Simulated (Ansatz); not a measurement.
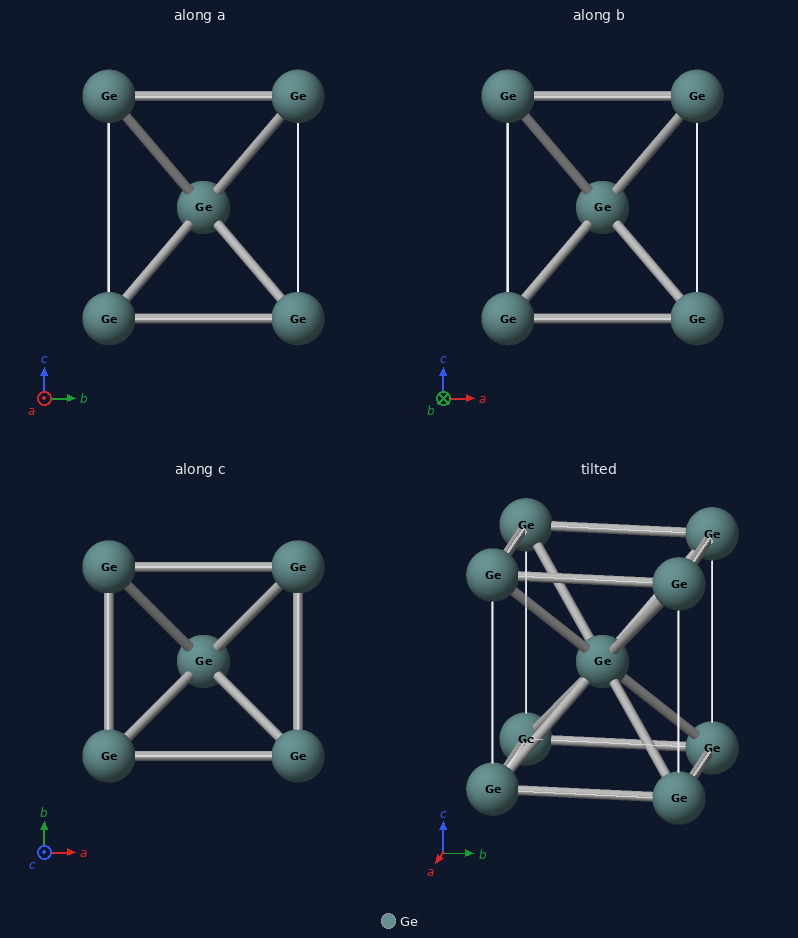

A ball-and-stick rendering, viewed along the a axis, along the b axis, along the c axis and slightly off an axis. Lines trace the edges of the conventional unit cell.

Lattice parameters: a = 3.204 Å, b = 3.204 Å, c = 3.770 Å, α = 90.00°, β = 90.00°, γ = 90.00°. Put a along x and b in the xy plane.

### Reconstruct the structure as a POSCAR file.

```
Ge
1.0
     3.204    0.000    0.000
     0.000    3.204    0.000
     0.000    0.000    3.770
Ge
2
Direct
  0.0000 0.0000 0.0000
  0.5000 0.5000 0.5000
```

Provenance: a structure type filled with this element by a generator (whether the element takes this form wasn't checked). The picture shows the end point of a geometry optimisation with DFT PBE, scalar-relativistic, plane waves, PAW (Ansatz).
